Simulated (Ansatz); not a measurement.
# Run report: ZrSiO₄, geometry relaxation (part 1 of 2)

ZrSiO₄ (I4₁/amd, 12 atoms in the cell), computed with DFT PBE, scalar-relativistic, plane waves, PAW, no spin polarisation (Ansatz 0.2.0).

The structure derives from a Materials Project entry. Figures and captions count atoms from 1; the log counts them from 0 in places.

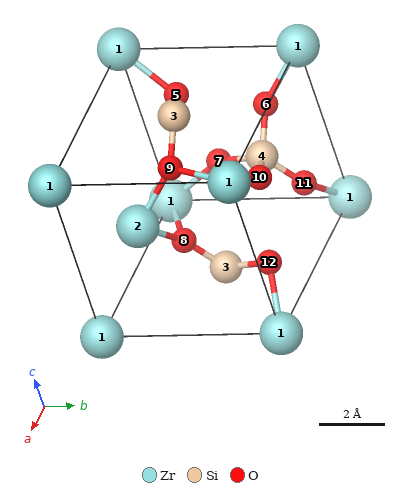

Figure 1. The structure as given in the input (ball-and-stick view of the cell of the calculation, seen at an oblique angle; atoms are numbered from 1 in the order of the input).

Input file
```yaml
crystal:
  lattice:
    - [-3.3099207021, 3.3099207021, 2.9976661022]
    - [3.3099207021, -3.3099207021, 2.9976661022]
    - [3.3099207021, 3.3099207021, -2.9976661022]
  atoms:
    - { symbol: Zr, position: [0.0, 0.0, 0.0] }
    - { symbol: Zr, position: [0.75, 0.25, 0.5] }
    - { symbol: Si, position: [0.5, 0.5, 0.0] }
    - { symbol: Si, position: [0.25, 0.75, 0.5] }
    - { symbol: O, position: [0.13667733, 0.32070008, 0.81597725] }
    - { symbol: O, position: [0.07070008, 0.75472283, 0.68402275] }
    - { symbol: O, position: [0.07070008, 0.38667733, 0.31597725] }
    - { symbol: O, position: [0.50472283, 0.32070008, 0.18402275] }
    - { symbol: O, position: [0.67929992, 0.49527717, 0.81597725] }
    - { symbol: O, position: [0.61332267, 0.92929992, 0.68402275] }
    - { symbol: O, position: [0.24527717, 0.92929992, 0.31597725] }
    - { symbol: O, position: [0.67929992, 0.86332267, 0.18402275] }
basis:
  ecutwfc: 420
kpoints:
  mp_grid: { grid: [6, 6, 6] }
hamiltonian:
  xc: pbe
scf:
  occupations: { method: gaussian, width: 0.02 }
output:
  forces: true
  stress: true
  eigenvalues: true
  write_density: true
  write_potential: true
  elf: true
  volumetric_format: npy
relax:
  adjacent_minimum: "off"
  f_tol: 0.005
  max_steps: 80
  cell: { stress_tol: 0.05 }
```

Run on 8 threads of Arm Neoverse V2, 24 GiB of memory available, shared host.

Run as:
```bash
ansatz run input.yaml --threads 8 --pin off --max-ram 16384MiB --backend cpu --events-out ev --progress --plain --runs-dir out
```

Log
```
Engine: ansatz 0.2.0, aarch64-unknown-linux-gnu
Pseudopotentials: kind: paw
Pseudopotential: Zr, paw, valence charge 12, recommended cutoff 420 eV (normal), Zr.paw.azcp
Pseudopotential: Si, paw, valence charge 4, recommended cutoff 420 eV (normal), Si.paw.azcp
Pseudopotential: O, paw, valence charge 6, recommended cutoff 420 eV (normal), O.paw.azcp
Functional definition: PBE
  parameter kappa = 0.804
  parameter beta = 0.06672455060314922
  exchange = pbe_x(kappa = kappa, mu = beta*pi^2/3)
  correlation = pbe_c(beta = beta)
Crystal: 12 atoms, lattice volume = 131.365 Å³
Basis set: ecut = 420 eV, 2547 PW (Γ), exchange–correlation on 80×80×80 points (8 copies of the dense FFT grid, shifted against one another)
Bands: 52, of which v1, the nominal top of the filled ones, is band 40 counted from 1 (39 counted from 0)
Symmetry: 16 space group operations
Space group: I41/amd (ITA 141), of the structure as read, at distance tolerance 5.1e-5 Å
k-points: 30 of 216
Non-local potential: Zr, projectors of the file, l = 0: 3, l = 1: 2, l = 2: 2, l = 3: 2
Non-local potential: Si, projectors of the file, l = 0: 2, l = 1: 2, l = 2: 2
Non-local potential: O, projectors of the file, l = 0: 2, l = 1: 2, l = 2: 1
PAW form: soft (Blöchl's): semilocal exchange-correlation on the pseudo side does not see the compensation charge
PAW one-centre angular grid: Zr, 590 points (default); XC on 64 Gauss nodes
PAW one-centre angular grid: Si, 110 points (default); XC on 64 Gauss nodes
PAW one-centre angular grid: O, 110 points (default); XC on 64 Gauss nodes
Initial density: superposition of atomic densities (neutral atoms: chi_scale 0, normalization atom), corrected by the library's trained network
Initial wavefunctions: pseudopotential atomic-orbital guess
Functional: x = pbe(κ = 0.804, μ = 0.2195149727645171), c = pbe(β = 0.06672455060314922)
SCF iter   1: F=—  HF=-14196.388921 eV  |F-HF|=—  |Δ(HF+E_count)|=         —  Δρ=2.50e-3  dr2=2.73e-3  ethr=1.77e-3  ⟨swp⟩=6.3  Hψ=6511  notcnv=0  defer=7
preconditioner: auto → Resta (q_TF=auto, 2.512 Å⁻¹)  ε∞=4.0  [insulator: Δε(μ)=4.682 eV  Ē_g=16.267 eV  σ=0.020 eV  W_gap=1.00  n_scr=42 (ndim 8)  ℏωp=28.2 eV  f_vac=0.006  D(μ)=0.00/eV (n_scr^D=0)  ε∞_Penn≈4.0]
SCF iter   2: F=—  HF=-14196.390013 eV  |F-HF|=—  |Δ(HF+E_count)|=   1.09e-3  Δρ=1.38e-3  dr2=6.12e-4  ethr=3.41e-6  ⟨swp⟩=2.0  Hψ=3204  notcnv=0  defer=156
SCF iter   3: F=—  HF=-14196.390906 eV  |F-HF|=—  |Δ(HF+E_count)|=   8.93e-4  Δρ=4.57e-4  dr2=6.60e-5  ethr=7.65e-7  ⟨swp⟩=2.0  Hψ=2374  notcnv=0  defer=156
SCF iter   4: F=—  HF=-14196.391094 eV  |F-HF|=—  |Δ(HF+E_count)|=   1.88e-4  Δρ=1.05e-4  dr2=1.45e-5  ethr=8.25e-8  ⟨swp⟩=2.0  Hψ=2602  notcnv=0  defer=156
SCF iter   5: F=—  HF=-14196.391095 eV  |F-HF|=—  |Δ(HF+E_count)|=   1.53e-6  Δρ=4.51e-5  dr2=3.17e-6  ethr=1.81e-8  ⟨swp⟩=2.0  Hψ=2274  notcnv=0  defer=156
SCF iter   6: F=-14196.391095 eV  HF=-14196.391095 eV  |F-HF|=4.21e-8  |Δ(HF+E_count)|=   3.44e-7  Δρ=6.58e-6  dr2=5.37e-8  ethr=1.25e-10  ⟨swp⟩=12.7  Hψ=11674  notcnv=0
SCF 1 converged in 6 iterations: F = -14196.391095 eV  dr2 = 5.37e-8
  greatest PAW one-centre occupation: 0.995 electrons in one spin orbital (limit 2), on the Zr atom at site 1 (counted from 0), in its partial waves of l = 0
relax step   1: F+E_penalty+E_count = -14196.39109514 eV  Δ(F+E_penalty+E_count) = +0.000e0 eV  max|allowed force component| = 2.466e-1 eV/Å  Δτ_max = 0.0000 Å  P = +5.166 GPa  Ω = 131.365 Å³  (6 SCF iters, dr2 threshold 1.00e-7 eV, accepted)
Crystal: 12 atoms, lattice volume = 133.868 Å³
Basis set: ecut = 420 eV, 2595 PW (Γ), exchange–correlation on 80×80×80 points (8 copies of the dense FFT grid, shifted against one another)
Initial density: handed on by an earlier stage of this run
Initial wavefunctions: those handed on with the density
iter 1 solved again at ethr=2.02e-5 eV; its pass at ethr=3.10e-3 eV (dr2=1.62e-2 eV) is discarded
SCF iter   1: F=—  HF=-14196.423365 eV  |F-HF|=—  |Δ(HF+E_count)|=         —  Δρ=3.36e-3  dr2=1.64e-2  ethr=2.02e-5  ⟨swp⟩=2.9  Hψ=6300  notcnv=0
preconditioner: auto → Resta (q_TF=auto, 2.504 Å⁻¹)  ε∞=4.0  [insulator: Δε(μ)=4.602 eV  Ē_g=16.110 eV  σ=0.020 eV  W_gap=1.00  n_scr=42 (ndim 8)  ℏωp=28.0 eV  f_vac=0.013  D(μ)=0.00/eV (n_scr^D=0)  ε∞_Penn≈4.0]
SCF iter   2: F=—  HF=-14196.418813 eV  |F-HF|=—  |Δ(HF+E_count)|=   4.55e-3  Δρ=1.15e-3  dr2=2.83e-3  ethr=2.02e-5  ⟨swp⟩=2.1  Hψ=2643  notcnv=0
SCF iter   3: F=—  HF=-14196.418192 eV  |F-HF|=—  |Δ(HF+E_count)|=   6.20e-4  Δρ=5.52e-4  dr2=5.68e-4  ethr=3.54e-6  ⟨swp⟩=3.0  Hψ=2926  notcnv=0
SCF iter   4: F=—  HF=-14196.418170 eV  |F-HF|=—  |Δ(HF+E_count)|=   2.28e-5  Δρ=1.87e-4  dr2=5.54e-5  ethr=7.10e-7  ⟨swp⟩=2.0  Hψ=2277  notcnv=0
SCF iter   5: F=—  HF=-14196.418195 eV  |F-HF|=—  |Δ(HF+E_count)|=   2.55e-5  Δρ=3.54e-5  dr2=1.27e-6  ethr=6.92e-8  ⟨swp⟩=2.0  Hψ=2485  notcnv=0
SCF iter   6: F=-14196.418197 eV  HF=-14196.418197 eV  |F-HF|=3.63e-8  |Δ(HF+E_count)|=   2.24e-6  Δρ=4.70e-6  dr2=2.47e-8  ethr=1.50e-9  ⟨swp⟩=11.8  Hψ=11635  notcnv=0
SCF 2 converged in 6 iterations: F = -14196.418197 eV  dr2 = 2.47e-8
relax step   2: F+E_penalty+E_count = -14196.41819743 eV  Δ(F+E_penalty+E_count) = -2.710e-2 eV  max|allowed force component| = 2.368e-1 eV/Å  Δτ_max = 0.0035 Å  P = +0.873 GPa  Ω = 133.868 Å³  energy of the carried Pulay correction = -1.046e-2 eV  (6 SCF iters, dr2 threshold 1.20e-6 eV, accepted)
Crystal: 12 atoms, lattice volume = 134.110 Å³
iter 1 solved again at ethr=4.12e-6 eV; its pass at ethr=3.10e-3 eV (dr2=3.30e-3 eV) is discarded
SCF iter   1: F=—  HF=-14196.427217 eV  |F-HF|=—  |Δ(HF+E_count)|=         —  Δρ=1.54e-3  dr2=3.37e-3  ethr=4.12e-6  ⟨swp⟩=2.8  Hψ=6225  notcnv=0
preconditioner: auto → Resta (q_TF=auto, 2.503 Å⁻¹)  ε∞=4.0  [insulator: Δε(μ)=4.580 eV  Ē_g=16.088 eV  σ=0.020 eV  W_gap=1.00  n_scr=42 (ndim 8)  ℏωp=28.0 eV  f_vac=0.010  D(μ)=0.00/eV (n_scr^D=0)  ε∞_Penn≈4.0]
SCF iter   2: F=—  HF=-14196.426335 eV  |F-HF|=—  |Δ(HF+E_count)|=   8.82e-4  Δρ=5.97e-4  dr2=3.57e-4  ethr=4.12e-6  ⟨swp⟩=2.0  Hψ=2348  notcnv=0
SCF iter   3: F=—  HF=-14196.426262 eV  |F-HF|=—  |Δ(HF+E_count)|=   7.26e-5  Δρ=2.32e-4  dr2=4.99e-5  ethr=4.47e-7  ⟨swp⟩=2.1  Hψ=2194  notcnv=0
SCF iter   4: F=—  HF=-14196.426254 eV  |F-HF|=—  |Δ(HF+E_count)|=   7.72e-6  Δρ=5.60e-5  dr2=3.67e-6  ethr=6.23e-8  ⟨swp⟩=2.0  Hψ=2346  notcnv=0
SCF iter   5: F=-14196.426255 eV  HF=-14196.426255 eV  |F-HF|=7.72e-8  |Δ(HF+E_count)|=   8.73e-7  Δρ=9.93e-6  dr2=1.60e-7  ethr=1.50e-9  ⟨swp⟩=11.3  Hψ=11730  notcnv=0
SCF 3 converged in 5 iterations: F = -14196.426255 eV  dr2 = 1.60e-7
relax step   3: F+E_penalty+E_count = -14196.42625520 eV  Δ(F+E_penalty+E_count) = -8.058e-3 eV  max|allowed force component| = 3.378e-2 eV/Å  Δτ_max = 0.0064 Å  P = +0.071 GPa  Ω = 134.110 Å³  energy of the carried Pulay correction = -1.146e-2 eV  (5 SCF iters, dr2 threshold 1.20e-6 eV, accepted)
Crystal: 12 atoms, lattice volume = 134.139 Å³
iter 1 solved again at ethr=5.70e-8 eV; its pass at ethr=3.10e-3 eV (dr2=4.56e-5 eV) is discarded
SCF iter   1: F=—  HF=-14196.426646 eV  |F-HF|=—  |Δ(HF+E_count)|=         —  Δρ=1.95e-4  dr2=5.39e-5  ethr=5.70e-8  ⟨swp⟩=2.6  Hψ=6024  notcnv=0
preconditioner: auto → Resta (q_TF=auto, 2.503 Å⁻¹)  ε∞=4.0  [insulator: Δε(μ)=4.604 eV  Ē_g=16.098 eV  σ=0.020 eV  W_gap=1.00  n_scr=42 (ndim 8)  ℏωp=28.0 eV  f_vac=0.009  D(μ)=0.00/eV (n_scr^D=0)  ε∞_Penn≈4.0]
SCF iter   2: F=—  HF=-14196.426652 eV  |F-HF|=—  |Δ(HF+E_count)|=   6.46e-6  Δρ=9.54e-5  dr2=9.25e-6  ethr=5.70e-8  ⟨swp⟩=2.2  Hψ=2229  notcnv=0
SCF iter   3: F=—  HF=-14196.426651 eV  |F-HF|=—  |Δ(HF+E_count)|=   1.31e-6  Δρ=3.97e-5  dr2=1.54e-6  ethr=1.16e-8  ⟨swp⟩=2.0  Hψ=2270  notcnv=0
SCF iter   4: F=-14196.426651 eV  HF=-14196.426651 eV  |F-HF|=2.10e-8  |Δ(HF+E_count)|=   1.55e-7  Δρ=9.78e-6  dr2=9.50e-8  ethr=6.03e-10  ⟨swp⟩=11.2  Hψ=11079  notcnv=0
SCF 4 converged in 4 iterations: F = -14196.426651 eV  dr2 = 9.50e-8
relax step   4: F+E_penalty+E_count = -14196.42665066 eV  Δ(F+E_penalty+E_count) = -3.955e-4 eV  max|allowed force component| = 1.627e-2 eV/Å  Δτ_max = 0.0012 Å  P = +0.001 GPa  Ω = 134.139 Å³  energy of the carried Pulay correction = -1.158e-2 eV  (4 SCF iters, dr2 threshold 4.82e-7 eV, accepted)
Crystal: 12 atoms, lattice volume = 134.153 Å³
iter 1 solved again at ethr=5.05e-8 eV; its pass at ethr=3.10e-3 eV (dr2=4.04e-5 eV) is discarded
SCF iter   1: F=—  HF=-14196.426774 eV  |F-HF|=—  |Δ(HF+E_count)|=         —  Δρ=1.88e-4  dr2=4.73e-5  ethr=5.05e-8  ⟨swp⟩=2.2  Hψ=5957  notcnv=0
preconditioner: auto → Resta (q_TF=auto, 2.503 Å⁻¹)  ε∞=4.0  [insulator: Δε(μ)=4.608 eV  Ē_g=16.098 eV  σ=0.020 eV  W_gap=1.00  n_scr=42 (ndim 8)  ℏωp=27.9 eV  f_vac=0.009  D(μ)=0.00/eV (n_scr^D=0)  ε∞_Penn≈4.0]
SCF iter   2: F=—  HF=-14196.426783 eV  |F-HF|=—  |Δ(HF+E_count)|=   9.20e-6  Δρ=1.01e-4  dr2=1.16e-5  ethr=5.05e-8  ⟨swp⟩=2.1  Hψ=2284  notcnv=0
SCF iter   3: F=—  HF=-14196.426781 eV  |F-HF|=—  |Δ(HF+E_count)|=   1.94e-6  Δρ=3.88e-5  dr2=1.52e-6  ethr=1.46e-8  ⟨swp⟩=2.0  Hψ=2280  notcnv=0
SCF iter   4: F=—  HF=-14196.426781 eV  |F-HF|=—  |Δ(HF+E_count)|=   2.73e-7  Δρ=8.63e-6  dr2=6.88e-8  ethr=1.90e-9  ⟨swp⟩=2.0  Hψ=2379  notcnv=0
SCF iter   5: F=-14196.426781 eV  HF=-14196.426781 eV  |F-HF|=2.73e-9  |Δ(HF+E_count)|=   2.11e-8  Δρ=1.83e-6  dr2=2.10e-9  ethr=5.09e-11  ⟨swp⟩=8.2  Hψ=9051  notcnv=0
SCF 5 converged in 5 iterations: F = -14196.426781 eV  dr2 = 2.10e-9
relax step   5: F+E_penalty+E_count = -14196.42678101 eV  Δ(F+E_penalty+E_count) = -1.304e-4 eV  max|allowed force component| = 7.822e-3 eV/Å  Δτ_max = 0.0014 Å  P = -0.017 GPa  Ω = 134.153 Å³  energy of the carried Pulay correction = -1.164e-2 eV  (5 SCF iters, dr2 threshold 4.07e-8 eV, accepted)
Crystal: 12 atoms, lattice volume = 134.158 Å³
iter 1 solved again at ethr=5.11e-9 eV; its pass at ethr=3.10e-3 eV (dr2=4.09e-6 eV) is discarded
SCF iter   1: F=—  HF=-14196.426763 eV  |F-HF|=—  |Δ(HF+E_count)|=         —  Δρ=5.80e-5  dr2=4.51e-6  ethr=5.11e-9  ⟨swp⟩=2.7  Hψ=5605  notcnv=0
preconditioner: auto → Resta (q_TF=auto, 2.503 Å⁻¹)  ε∞=4.0  [insulator: Δε(μ)=4.610 eV  Ē_g=16.099 eV  σ=0.020 eV  W_gap=1.00  n_scr=42 (ndim 8)  ℏωp=27.9 eV  f_vac=0.009  D(μ)=0.00/eV (n_scr^D=0)  ε∞_Penn≈4.0]
SCF iter   2: F=—  HF=-14196.426780 eV  |F-HF|=—  |Δ(HF+E_count)|=   1.75e-5  Δρ=3.23e-5  dr2=1.39e-6  ethr=5.11e-9  ⟨swp⟩=2.0  Hψ=2422  notcnv=0
SCF iter   3: F=—  HF=-14196.426780 eV  |F-HF|=—  |Δ(HF+E_count)|=   4.12e-7  Δρ=4.12e-6  dr2=1.36e-8  ethr=1.73e-9  ⟨swp⟩=2.0  Hψ=2280  notcnv=0
SCF iter   4: F=-14196.426780 eV  HF=-14196.426780 eV  |F-HF|=4.27e-9  |Δ(HF+E_count)|=   3.94e-9  Δρ=2.29e-6  dr2=5.55e-9  ethr=1.51e-11  ⟨swp⟩=7.2  Hψ=8568  notcnv=0
SCF 6 converged in 4 iterations: F = -14196.426780 eV  dr2 = 5.55e-9
relax step   6: F+E_penalty+E_count = -14196.42677987 eV  Δ(F+E_penalty+E_count) = +1.136e-6 eV  max|allowed force component| = 3.839e-3 eV/Å  Δτ_max = 0.0004 Å  P = -0.010 GPa  Ω = 134.158 Å³  energy of the carried Pulay correction = -1.166e-2 eV  (4 SCF iters, dr2 threshold 1.21e-8 eV, accepted)
Crystal: 12 atoms, lattice volume = 134.164 Å³
iter 1 solved again at ethr=5.12e-9 eV; its pass at ethr=3.10e-3 eV (dr2=4.10e-6 eV) is discarded
SCF iter   1: F=—  HF=-14196.426750 eV  |F-HF|=—  |Δ(HF+E_count)|=         —  Δρ=5.76e-5  dr2=4.77e-6  ethr=5.12e-9  ⟨swp⟩=2.2  Hψ=5644  notcnv=0
preconditioner: auto → Resta (q_TF=auto, 2.503 Å⁻¹)  ε∞=4.0  [insulator: Δε(μ)=4.610 eV  Ē_g=16.100 eV  σ=0.020 eV  W_gap=1.00  n_scr=42 (ndim 8)  ℏωp=27.9 eV  f_vac=0.009  D(μ)=0.00/eV (n_scr^D=0)  ε∞_Penn≈4.0]
SCF iter   2: F=—  HF=-14196.426767 eV  |F-HF|=—  |Δ(HF+E_count)|=   1.71e-5  Δρ=3.14e-5  dr2=1.32e-6  ethr=5.12e-9  ⟨swp⟩=2.8  Hψ=2429  notcnv=0
SCF iter   3: F=—  HF=-14196.426767 eV  |F-HF|=—  |Δ(HF+E_count)|=   3.79e-7  Δρ=8.08e-6  dr2=6.12e-8  ethr=1.64e-9  ⟨swp⟩=2.1  Hψ=2278  notcnv=0
SCF iter   4: F=—  HF=-14196.426767 eV  |F-HF|=—  |Δ(HF+E_count)|=   9.95e-9  Δρ=2.78e-6  dr2=7.35e-9  ethr=7.65e-11  ⟨swp⟩=2.0  Hψ=2450  notcnv=0
SCF iter   5: F=-14196.426767 eV  HF=-14196.426767 eV  |F-HF|=1.04e-10  |Δ(HF+E_count)|=  1.82e-12  Δρ=6.27e-7  dr2=3.64e-10  ethr=8.07e-12  ⟨swp⟩=6.8  Hψ=7638  notcnv=0
SCF 7 converged in 5 iterations: F = -14196.426767 eV  dr2 = 3.64e-10
relax step   7: F+E_penalty+E_count = -14196.42676700 eV  Δ(F+E_penalty+E_count) = +1.287e-5 eV  max|allowed force component| = 4.183e-5 eV/Å  Δτ_max = 0.0003 Å  P = +0.001 GPa  Ω = 134.164 Å³  energy of the carried Pulay correction = -1.168e-2 eV  (5 SCF iters, dr2 threshold 6.46e-9 eV, accepted)
Initial wavefunctions: pseudopotential atomic-orbital guess (no wavefunctions were taken with the density)
iter 1 solved again at ethr=5.68e-7 eV; its pass at ethr=3.10e-3 eV (dr2=4.55e-4 eV) is discarded
SCF iter   1: F=—  HF=-14196.439679 eV  |F-HF|=—  |Δ(HF+E_count)|=         —  Δρ=2.43e-4  dr2=8.55e-6  ethr=5.68e-7  ⟨swp⟩=3.1  Hψ=10568  notcnv=0
SCF iter   2: F=—  HF=-14196.439944 eV  |F-HF|=—  |Δ(HF+E_count)|=   2.65e-4  Δρ=1.18e-4  dr2=2.35e-6  ethr=1.07e-8  ⟨swp⟩=2.0  Hψ=2482  notcnv=0
SCF iter   3: F=—  HF=-14196.440018 eV  |F-HF|=—  |Δ(HF+E_count)|=   7.43e-5  Δρ=4.34e-5  dr2=2.50e-7  ethr=2.93e-9  ⟨swp⟩=2.5  Hψ=2380  notcnv=0
SCF iter   4: F=—  HF=-14196.440028 eV  |F-HF|=—  |Δ(HF+E_count)|=   9.76e-6  Δρ=1.90e-6  dr2=1.64e-9  ethr=3.12e-10  ⟨swp⟩=2.0  Hψ=2520  notcnv=0
SCF iter   5: F=-14196.440028 eV  HF=-14196.440028 eV  |F-HF|=3.84e-10  |Δ(HF+E_count)|=   3.42e-9  Δρ=4.62e-7  dr2=1.18e-10  ethr=1.00e-12  ⟨swp⟩=6.6  Hψ=7506  notcnv=0
SCF 8 converged in 5 iterations: F = -14196.440028 eV  dr2 = 1.18e-10
relax step   8: F+E_penalty+E_count = -14196.44002790 eV  Δ(F+E_penalty+E_count) = -1.326e-2 eV  max|allowed force component| = 7.535e-4 eV/Å  Δτ_max = 0.0000 Å  P = +0.183 GPa  Ω = 134.164 Å³  stress off target by 2.11e-1 GPa  SCF on the basis re-selected at this cell (its energy is not comparable with the rows above)  (5 SCF iters)
basis re-selected at this cell: Δ(F+E_penalty+E_count) = -1.326e-2 eV, ΔP = +0.182 GPa vs the last step (what re-selecting the basis moved, of the pressure what is left beyond the Pulay correction that the steps carried, after the strain that the cell walked since its last selection, with what the two solves' SCF thresholds leave and, on support functions, any second-order correction that the steps lacked; it is no measure of the basis error at this ecutwfc). This SCF's stress stands 2.11e-1 GPa from its target on what of the cell is left free (relax.cell.stress_tol is 5.00e-2 GPa) and its largest allowed force component is 7.54e-4 eV/Å (relax.f_tol is 5.00e-3 eV/Å): not within both, so this SCF does not close the relaxation
Crystal: 12 atoms, lattice volume = 134.291 Å³
iter 1 solved again at ethr=6.07e-8 eV; its pass at ethr=3.10e-3 eV (dr2=4.86e-5 eV) is discarded
SCF iter   1: F=—  HF=-14196.439564 eV  |F-HF|=—  |Δ(HF+E_count)|=         —  Δρ=1.77e-4  dr2=4.60e-5  ethr=6.07e-8  ⟨swp⟩=2.0  Hψ=5924  notcnv=0
preconditioner: auto → Resta (q_TF=auto, 2.503 Å⁻¹)  ε∞=4.0  [insulator: Δε(μ)=4.605 eV  Ē_g=16.092 eV  σ=0.020 eV  W_gap=1.00  n_scr=42 (ndim 8)  ℏωp=27.9 eV  f_vac=0.010  D(μ)=0.00/eV (n_scr^D=0)  ε∞_Penn≈4.0]
SCF iter   2: F=—  HF=-14196.439571 eV  |F-HF|=—  |Δ(HF+E_count)|=   6.77e-6  Δρ=6.78e-5  dr2=8.07e-6  ethr=5.76e-8  ⟨swp⟩=2.0  Hψ=2280  notcnv=0
SCF iter   3: F=—  HF=-14196.439569 eV  |F-HF|=—  |Δ(HF+E_count)|=   1.51e-6  Δρ=3.17e-5  dr2=1.48e-6  ethr=1.01e-8  ⟨swp⟩=2.0  Hψ=2692  notcnv=0
SCF iter   4: F=—  HF=-14196.439569 eV  |F-HF|=—  |Δ(HF+E_count)|=   7.28e-8  Δρ=1.03e-5  dr2=1.37e-7  ethr=1.85e-9  ⟨swp⟩=2.0  Hψ=2278  notcnv=0
SCF iter   5: F=-14196.439569 eV  HF=-14196.439569 eV  |F-HF|=4.55e-9  |Δ(HF+E_count)|=   7.65e-8  Δρ=1.78e-6  dr2=4.03e-9  ethr=1.39e-10  ⟨swp⟩=8.2  Hψ=8973  notcnv=0
SCF 9 converged in 5 iterations: F = -14196.439569 eV  dr2 = 4.03e-9
relax step   9: F+E_penalty+E_count = -14196.43956906 eV  Δ(F+E_penalty+E_count) = +4.588e-4 eV  max|allowed force component| = 2.247e-4 eV/Å  Δτ_max = 0.0003 Å  P = -0.003 GPa  Ω = 134.291 Å³  energy of the carried Pulay correction = -5.417e-4 eV  (5 SCF iters, dr2 threshold 1.11e-7 eV, accepted)
iter 1 solved again at ethr=5.36e-7 eV; its pass at ethr=3.10e-3 eV (dr2=4.29e-4 eV) is discarded
SCF iter   1: F=—  HF=-14196.440108 eV  |F-HF|=—  |Δ(HF+E_count)|=         —  Δρ=2.01e-5  dr2=3.27e-8  ethr=5.36e-7  ⟨swp⟩=3.2  Hψ=10519  notcnv=0
eigensolver tolerance schedule: the retry pair's looser diagonalisation over-reported the residual by 13136.16 of it (diagonalisation noise at an unbounded share of the residual, at the tolerance the schedule requests for it); recorded, not acted on — ethr = c·dr2/N_el stays at c = 1.0e-1
preconditioner: auto → Resta (q_TF=auto, 2.503 Å⁻¹)  ε∞=4.0  [insulator: Δε(μ)=4.604 eV  Ē_g=16.092 eV  σ=0.020 eV  W_gap=1.00  n_scr=42 (ndim 8)  ℏωp=27.9 eV  f_vac=0.010  D(μ)=0.00/eV (n_scr^D=0)  ε∞_Penn≈4.0]
SCF iter   2: F=—  HF=-14196.440132 eV  |F-HF|=—  |Δ(HF+E_count)|=   2.43e-5  Δρ=1.03e-5  dr2=1.08e-8  ethr=4.08e-11  ⟨swp⟩=3.1  Hψ=3668  notcnv=0
SCF iter   3: F=—  HF=-14196.440133 eV  |F-HF|=—  |Δ(HF+E_count)|=   1.28e-6  Δρ=4.25e-6  dr2=2.13e-9  ethr=1.34e-11  ⟨swp⟩=2.1  Hψ=2280  notcnv=0
SCF iter   4: F=-14196.440134 eV  HF=-14196.440134 eV  |F-HF|=4.33e-10  |Δ(HF+E_count)|=   2.50e-7  Δρ=2.80e-7  dr2=1.03e-10  ethr=1.00e-12  ⟨swp⟩=5.6  Hψ=8308  notcnv=0
SCF 10 converged in 4 iterations: F = -14196.440134 eV  dr2 = 1.03e-10
relax step  10: F+E_penalty+E_count = -14196.44013371 eV  Δ(F+E_penalty+E_count) = -5.647e-4 eV  max|allowed force component| = 2.321e-4 eV/Å  Δτ_max = 0.0000 Å  P = +0.001 GPa  Ω = 134.291 Å³  stress off target by 2.39e-3 GPa  SCF on the basis re-selected at this cell (its energy is not comparable with the rows above)  (4 SCF iters)
```

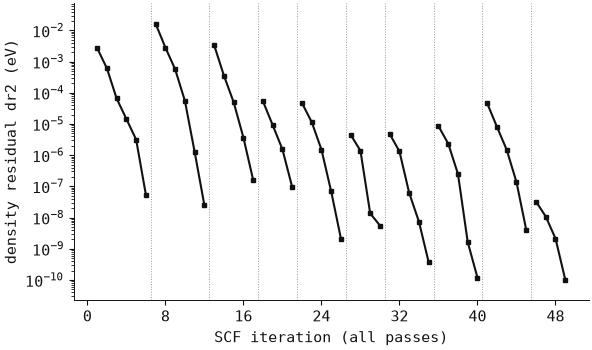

Figure 2. Convergence of the self-consistent field: density residual dr2 against the SCF iteration. The dotted lines part the SCF passes of the relaxation: geometry steps, rejected trials and re-solves on a re-selected basis. The 10 passes take 4 to 6 iterations each, 49 in all.

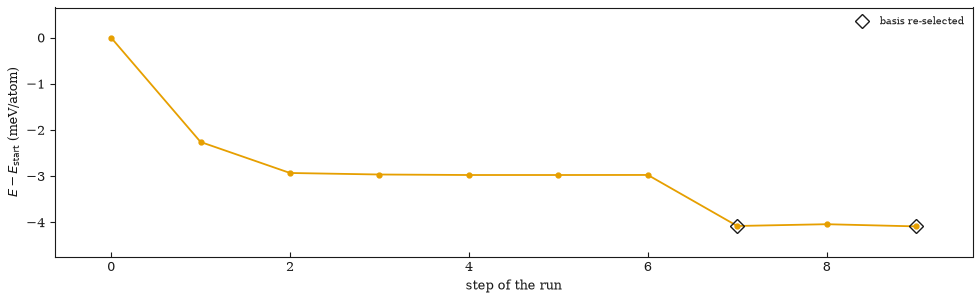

Figure 3. Progress of the relaxation, step by step (the first geometry is step 0 here and step 1 in the log).
